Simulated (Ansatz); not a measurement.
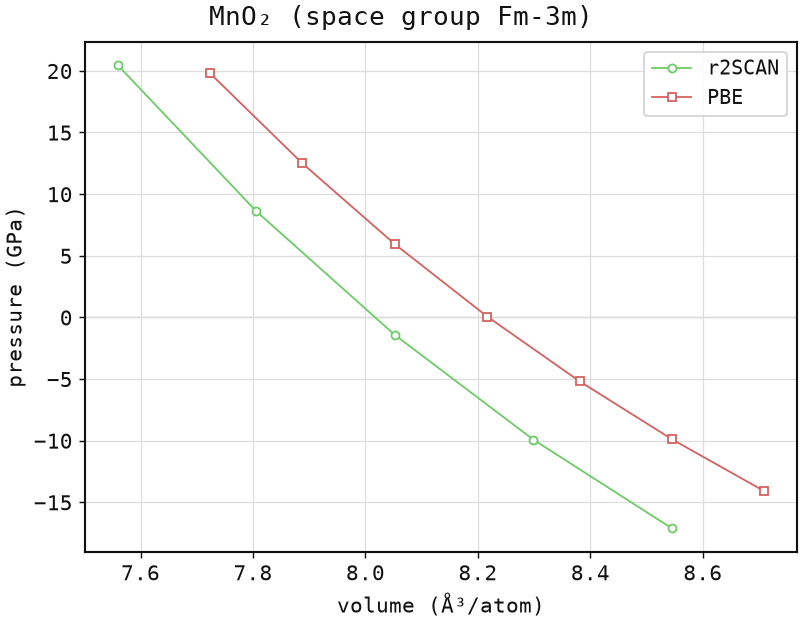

The plot gives the computed pressure against volume, with one curve for each functional, for MnO₂ (space group Fm-3m).

How it was computed, with Ansatz 0.2.0 development build: equation of state of a cubic crystal from periodic Kohn-Sham density functional theory without spin, third-order Birch-Murnaghan fit to the free energies; pressure corrected for the finite basis.

- structure type: fluorite
- atoms in cell: 3
- space group number: 225
- lattice centring: face-centred primitive
- occupation method: Fermi–Dirac
- datasets: soft-1 PAW
- density tolerance: 1e−07 eV
- bands: 18
- density cutoff ratio: 4
- search for lower states: default

Settings that differ: r2SCAN: wave cutoff 500 eV, k mesh 13×13×13, occupation width 0.1 eV; PBE: wave cutoff 420 eV, k mesh 21×21×21, occupation width 0.0612 eV.

### Order the curves by fitted equilibrium volume, smallest first.

r2SCAN 8.014, PBE 8.218 Å³/atom.

### Order the curves by fitted bulk modulus, smallest first.

PBE 277, r2SCAN 308 GPa.

### For r2SCAN: read off the course of the pressure.

It falls from 20.5 GPa at volume 7.5592 Å³/atom to −17.1 GPa at 8.5451 Å³/atom, and changes sign near 8.02 Å³/atom.

Caveats: cubic model structure, not the ambient form; no spin polarisation, a magnetic state may lie lower.
